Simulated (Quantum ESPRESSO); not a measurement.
# Single-point calculation, with input and output: Al₂O₃ (part 1 of 2)

- system: Al₂O₃ (5 atoms in the cell)
- method: Kohn-Sham DFT of a periodic cell, LDA, GBRV 1.5 LDA, no spin polarisation (Quantum ESPRESSO 7.5)

The structure derives from a Materials Project entry. The volume is scaled by 1.04.

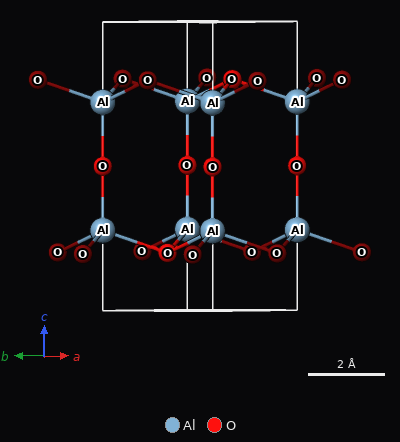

The structure (ball-and-stick view of the cell of the calculation, seen at an oblique angle; neighbours outside the cell are drawn fainter).

Input file
```
&CONTROL
  calculation = 'scf'
  prefix = 'pwscf'
  outdir = './tmp'
  pseudo_dir = './pseudo'
  tprnfor = .true.
  tstress = .true.
  disk_io = 'nowf'
/
&SYSTEM
  ibrav = 0
  nat = 5
  ntyp = 2
  ecutwfc = 45
  ecutrho = 360
  nbnd = 19
  occupations = 'smearing'
  smearing = 'fd'
  degauss = 0.00367493
/
&ELECTRONS
  conv_thr = 1d-09
  electron_maxstep = 120
  mixing_beta = 0.5
/
ATOMIC_SPECIES
Al    26.9815 al_lda_v1.uspp.F.UPF
O     15.9990 o_lda_v1.2.uspp.F.UPF
CELL_PARAMETERS angstrom
   3.0571908153    0.0000000000    0.0000000000
  -1.5285954077    2.6476049103    0.0000000000
   0.0000000000    0.0000000000    7.6743136961
ATOMIC_POSITIONS crystal
Al     0.0000000000    0.0000000000    0.7220490000
Al     0.0000000000    0.0000000000    0.2779510000
O      0.0000000000    0.0000000000    0.5000000000
O      0.6666666667    0.3333333333    0.8005460000
O      0.3333333333    0.6666666667    0.1994540000
K_POINTS automatic
10 10 4 0 0 0
```

Run on 2 threads of Intel Xeon @ 2.50GHz (Skylake/Cascade Lake), 64 GiB of memory available, shared host.

Run as:
```bash
OMP_NUM_THREADS=1 mpirun -n 2 pw.x -nk 2 -in pw.in > pw.out
```

The program's output
```
This program is part of the open-source Quantum ESPRESSO suite
     for quantum simulation of materials; please cite
         "P. Giannozzi et al., J. Phys.:Condens. Matter 21 395502 (2009);
         "P. Giannozzi et al., J. Phys.:Condens. Matter 29 465901 (2017);
         "P. Giannozzi et al., J. Chem. Phys. 152 154105 (2020);
          URL
     in publications or presentations arising from this work. More details at

     Message from routine setup:
     using ibrav=0 with symmetry is DISCOURAGED, use correct ibrav instead

     K-points division:     npool     =       2
     Subspace diagonalization in iterative solution of the eigenvalue problem:
     a serial algorithm will be used

     G-vector sticks info
     --------------------
     sticks:   dense  smooth     PW     G-vecs:    dense   smooth      PW
     Sum         835     421    121                48357    17113    2867

     Using Slab Decomposition

     bravais-lattice index     =            0
     lattice parameter (alat)  =       5.7773  a.u.
     unit-cell volume          =     419.1909 (a.u.)^3
     number of atoms/cell      =            5
     number of atomic types    =            2
     number of electrons       =        24.00
     number of Kohn-Sham states=           19
     kinetic-energy cutoff     =      45.0000  Ry
     charge density cutoff     =     360.0000  Ry
     scf convergence threshold =      1.0E-09
     mixing beta               =       0.5000
     number of iterations used =            8  plain     mixing
     Exchange-correlation= SLA  PZ   NOGX NOGC
                           (   1   1   0   0   0   0   0)

     celldm(1)=   5.777253  celldm(2)=   0.000000  celldm(3)=   0.000000
     celldm(4)=   0.000000  celldm(5)=   0.000000  celldm(6)=   0.000000

     crystal axes: (cart. coord. in units of alat)
               a(1) = (   1.000000   0.000000   0.000000 )
               a(2) = (  -0.500000   0.866025   0.000000 )
               a(3) = (   0.000000   0.000000   2.510250 )

     reciprocal axes: (cart. coord. in units 2 pi/alat)
               b(1) = (  1.000000  0.577350 -0.000000 )
               b(2) = (  0.000000  1.154701  0.000000 )
               b(3) = (  0.000000 -0.000000  0.398367 )

     PseudoPot. # 1 for Al read from file:
     al_lda_v1.uspp.F.UPF
     Pseudo is Ultrasoft + core correction, Zval =  3.0
     Generated by new atomic code, or converted to UPF format
     Using radial grid of  893 points,  3 beta functions with:
                l(1) =   0
                l(2) =   1
                l(3) =   2
     Q(r) pseudized with  8 coefficients,  rinner =    0.900   0.900   0.900
                                                       0.900   0.900

     PseudoPot. # 2 for O  read from file:
     o_lda_v1.2.uspp.F.UPF
     Pseudo is Ultrasoft + core correction, Zval =  6.0
     Generated by new atomic code, or converted to UPF format
     Using radial grid of  737 points,  5 beta functions with:
                l(1) =   0
                l(2) =   0
                l(3) =   1
                l(4) =   1
                l(5) =   2
     Q(r) pseudized with  8 coefficients,  rinner =    0.900   0.900   0.900
                                                       0.900   0.900

     atomic species   valence    mass     pseudopotential
     Al                3.00    26.98150     Al( 1.00)
     O                 6.00    15.99900     O ( 1.00)

     12 Sym. Ops., with inversion, found

   Cartesian axes

     site n.     atom                  positions (alat units)
         1        Al     tau(   1) = (   0.0000000   0.0000000   1.8125236  )
         2        Al     tau(   2) = (   0.0000000   0.0000000   0.6977265  )
         3        O      tau(   3) = (   0.0000000   0.0000000   1.2551251  )
         4        O      tau(   4) = (   0.5000000   0.2886751   2.0095707  )
         5        O      tau(   5) = (  -0.0000000   0.5773503   0.5006794  )

     number of k points=    50  Fermi-Dirac smearing, width (Ry)=  0.0037
                       cart. coord. in units 2pi/alat
        k(    1) = (   0.0000000   0.0000000   0.0000000), wk =   0.0050000
        k(    2) = (   0.0000000   0.0000000   0.0995917), wk =   0.0100000
        k(    3) = (   0.0000000   0.0000000  -0.1991833), wk =   0.0050000
        k(    4) = (   0.0000000   0.1154701   0.0000000), wk =   0.0300000
        k(    5) = (   0.0000000   0.1154701   0.0995917), wk =   0.0300000
        k(    6) = (   0.0000000   0.1154701  -0.1991833), wk =   0.0300000
        k(    7) = (   0.0000000   0.2309401   0.0000000), wk =   0.0300000
        k(    8) = (   0.0000000   0.2309401   0.0995917), wk =   0.0300000
        k(    9) = (   0.0000000   0.2309401  -0.1991833), wk =   0.0300000
        k(   10) = (   0.0000000   0.3464102   0.0000000), wk =   0.0300000
        k(   11) = (   0.0000000   0.3464102   0.0995917), wk =   0.0300000
        k(   12) = (   0.0000000   0.3464102  -0.1991833), wk =   0.0300000
        k(   13) = (   0.0000000   0.4618802   0.0000000), wk =   0.0300000
        k(   14) = (   0.0000000   0.4618802   0.0995917), wk =   0.0300000
        k(   15) = (   0.0000000   0.4618802  -0.1991833), wk =   0.0300000
        k(   16) = (   0.0000000  -0.5773503   0.0000000), wk =   0.0150000
        k(   17) = (   0.0000000  -0.5773503   0.0995917), wk =   0.0300000
        k(   18) = (   0.0000000  -0.5773503  -0.1991833), wk =   0.0150000
        k(   19) = (   0.1000000   0.1732051   0.0000000), wk =   0.0300000
        k(   20) = (   0.1000000   0.1732051   0.0995917), wk =   0.0600000
        k(   21) = (   0.1000000   0.1732051  -0.1991833), wk =   0.0300000
        k(   22) = (   0.1000000   0.2886751   0.0000000), wk =   0.0600000
        k(   23) = (   0.1000000   0.2886751   0.0995917), wk =   0.0600000
        k(   24) = (   0.1000000   0.2886751  -0.1991833), wk =   0.0600000
        k(   25) = (   0.1000000   0.4041452   0.0000000), wk =   0.0600000
        k(   26) = (   0.1000000   0.4041452   0.0995917), wk =   0.0600000
        k(   27) = (   0.1000000   0.4041452  -0.1991833), wk =   0.0600000
        k(   28) = (   0.1000000   0.5196152   0.0000000), wk =   0.0600000
        k(   29) = (   0.1000000   0.5196152   0.0995917), wk =   0.0600000
        k(   30) = (   0.1000000   0.5196152  -0.1991833), wk =   0.0600000
        k(   31) = (   0.2000000   0.3464102   0.0000000), wk =   0.0300000
        k(   32) = (   0.2000000   0.3464102   0.0995917), wk =   0.0600000
        k(   33) = (   0.2000000   0.3464102  -0.1991833), wk =   0.0300000
        k(   34) = (   0.2000000   0.4618802   0.0000000), wk =   0.0600000
        k(   35) = (   0.2000000   0.4618802   0.0995917), wk =   0.0600000
        k(   36) = (   0.2000000   0.4618802  -0.1991833), wk =   0.0600000
        k(   37) = (   0.2000000   0.5773503   0.0000000), wk =   0.0300000
        k(   38) = (   0.2000000   0.5773503   0.0995917), wk =   0.0600000
        k(   39) = (   0.2000000   0.5773503  -0.1991833), wk =   0.0300000
        k(   40) = (   0.3000000   0.5196152   0.0000000), wk =   0.0300000
        k(   41) = (   0.3000000   0.5196152   0.0995917), wk =   0.0600000
        k(   42) = (   0.3000000   0.5196152  -0.1991833), wk =   0.0300000
        k(   43) = (   0.0000000   0.1154701  -0.0995917), wk =   0.0300000
        k(   44) = (   0.0000000   0.2309401  -0.0995917), wk =   0.0300000
        k(   45) = (   0.0000000   0.3464102  -0.0995917), wk =   0.0300000
        k(   46) = (   0.0000000   0.4618802  -0.0995917), wk =   0.0300000
        k(   47) = (  -0.1000000   0.2886751  -0.0995917), wk =   0.0600000
        k(   48) = (  -0.1000000   0.4041452  -0.0995917), wk =   0.0600000
        k(   49) = (  -0.1000000   0.5196152  -0.0995917), wk =   0.0600000
        k(   50) = (  -0.2000000   0.4618802  -0.0995917), wk =   0.0600000

     Dense  grid:    48357 G-vectors     FFT dimensions: (  36,  36,  90)

     Smooth grid:    17113 G-vectors     FFT dimensions: (  25,  25,  64)

     Initial potential from superposition of free atoms

     starting charge      23.9956, renormalised to      24.0000
     Starting wfcs are   20 randomized atomic wfcs

     Self-consistent Calculation

     iteration #  1     ecut=    45.00 Ry     beta= 0.50
     Davidson diagonalization with overlap
     ethr =  1.00E-02,  avg # of iterations =  4.0

     total energy              =    -110.30360418 Ry
     estimated scf accuracy    <       1.35525239 Ry

     iteration #  2     ecut=    45.00 Ry     beta= 0.50
     Davidson diagonalization with overlap
     ethr =  5.65E-03,  avg # of iterations =  2.0

     total energy              =    -110.68732023 Ry
     estimated scf accuracy    <       0.28550103 Ry

     iteration #  3     ecut=    45.00 Ry     beta= 0.50
     Davidson diagonalization with overlap
     ethr =  1.19E-03,  avg # of iterations =  2.1

     total energy              =    -110.72983579 Ry
     estimated scf accuracy    <       0.01169636 Ry

     iteration #  4     ecut=    45.00 Ry     beta= 0.50
     Davidson diagonalization with overlap
     ethr =  4.87E-05,  avg # of iterations =  7.4

     total energy              =    -110.73088496 Ry
     estimated scf accuracy    <       0.00352189 Ry

     iteration #  5     ecut=    45.00 Ry     beta= 0.50
     Davidson diagonalization with overlap
     ethr =  1.47E-05,  avg # of iterations =  2.2

     total energy              =    -110.73118457 Ry
     estimated scf accuracy    <       0.00033602 Ry

     iteration #  6     ecut=    45.00 Ry     beta= 0.50
     Davidson diagonalization with overlap
     ethr =  1.40E-06,  avg # of iterations =  3.9

     total energy              =    -110.73128006 Ry
     estimated scf accuracy    <       0.00003088 Ry

     iteration #  7     ecut=    45.00 Ry     beta= 0.50
     Davidson diagonalization with overlap
     ethr =  1.29E-07,  avg # of iterations =  2.0

     total energy              =    -110.73128668 Ry
     estimated scf accuracy    <       0.00000169 Ry

     iteration #  8     ecut=    45.00 Ry     beta= 0.50
     Davidson diagonalization with overlap
     ethr =  7.05E-09,  avg # of iterations =  1.7

     total energy              =    -110.73128682 Ry
     estimated scf accuracy    <       0.00000008 Ry

     iteration #  9     ecut=    45.00 Ry     beta= 0.50
     Davidson diagonalization with overlap
     ethr =  3.21E-10,  avg # of iterations =  2.0

     total energy              =    -110.73128685 Ry
     estimated scf accuracy    <       0.00000004 Ry

     iteration # 10     ecut=    45.00 Ry     beta= 0.50
     Davidson diagonalization with overlap
     ethr =  1.57E-10,  avg # of iterations =  2.2

     End of self-consistent calculation

          k = 0.0000 0.0000 0.0000 (  2131 PWs)   bands (ev):

   -14.8934 -14.7010 -12.2077  -1.5899  -0.1399   0.6043   0.6043   0.6161
     0.6161   1.9567   4.2252   4.2252   6.1578   8.0932  11.1768  14.2657
    14.2835  15.6221  15.6222

          k = 0.0000 0.0000 0.0996 (  2149 PWs)   bands (ev):

   -14.8677 -14.7303 -12.2023  -1.7069   0.1822   0.6003   0.6003   0.6201
     0.6201   1.6638   4.2250   4.2250   6.4598   7.7953  11.4537  13.2131
    15.4354  15.5698  15.5700

          k = 0.0000 0.0000-0.1992 (  2118 PWs)   bands (ev):

   -14.8149 -14.7866 -12.1970  -1.8019   0.5975   0.5975   0.6230   0.6230
     0.6709   1.1897   4.2248   4.2248   7.0985   7.1626  11.9077  12.5388
    15.5291  15.5293  16.1526

          k = 0.0000 0.1155 0.0000 (  2135 PWs)   bands (ev):

   -14.8167 -14.6332 -12.1687  -1.5607  -0.1059   0.2128   0.2770   0.5250
     0.5602   1.9702   3.9076   4.1802   6.7289   8.4677  11.2076  13.7339
    14.5150  15.3322  15.6822

          k = 0.0000 0.1155 0.0996 (  2132 PWs)   bands (ev):

   -14.7919 -14.6614 -12.1638  -1.6503   0.0147   0.2066   0.4286   0.5229
     0.5624   1.7200   3.9323   4.1799   6.9744   8.1827  11.4729  13.1064
    14.8983  15.3558  15.8083

          k = 0.0000 0.1155-0.1992 (  2130 PWs)   bands (ev):

   -14.7408 -14.7157 -12.1591  -1.7247   0.1089   0.1868   0.5304   0.5547
     0.6950   1.3842   3.9630   4.1801   7.4539   7.6556  12.1102  12.2765
    15.0152  15.4460  15.7582

          k = 0.0000 0.2309 0.0000 (  2127 PWs)   bands (ev):

   -14.6065 -14.4497 -12.0661  -1.6454  -0.7698  -0.2527   0.0961   0.3400
     0.4042   1.9274   3.3111   4.0634   7.8900   9.2047  11.1563  12.8629
    14.3230  15.1276  15.5895

          k = 0.0000 0.2309 0.0996 (  2124 PWs)   bands (ev):

   -14.5839 -14.4748 -12.0626  -1.6627  -0.7357  -0.4884   0.3439   0.4001
     0.4694   1.7215   3.3416   4.0635   8.0519   9.0294  11.1198  13.0068
    14.3201  14.6584  16.3138

          k = 0.0000 0.2309-0.1992 (  2138 PWs)   bands (ev):

   -14.5385 -14.5224 -12.0595  -1.6572  -0.7129  -0.6050   0.3610   0.3826
     0.7002   1.5140   3.4192   4.0642   8.2531   8.6935  11.4670  12.6095
    14.3370  14.6524  16.2803

          k = 0.0000 0.3464 0.0000 (  2129 PWs)   bands (ev):

   -14.3230 -14.2095 -11.9400  -2.1678  -1.7270  -0.2827   0.1290   0.2166
     0.2667   1.7617   2.8036   3.9218   8.9571   9.4475  11.2974  12.2677
    13.8981  15.0382  15.6367

          k = 0.0000 0.3464 0.0996 (  2139 PWs)   bands (ev):
```
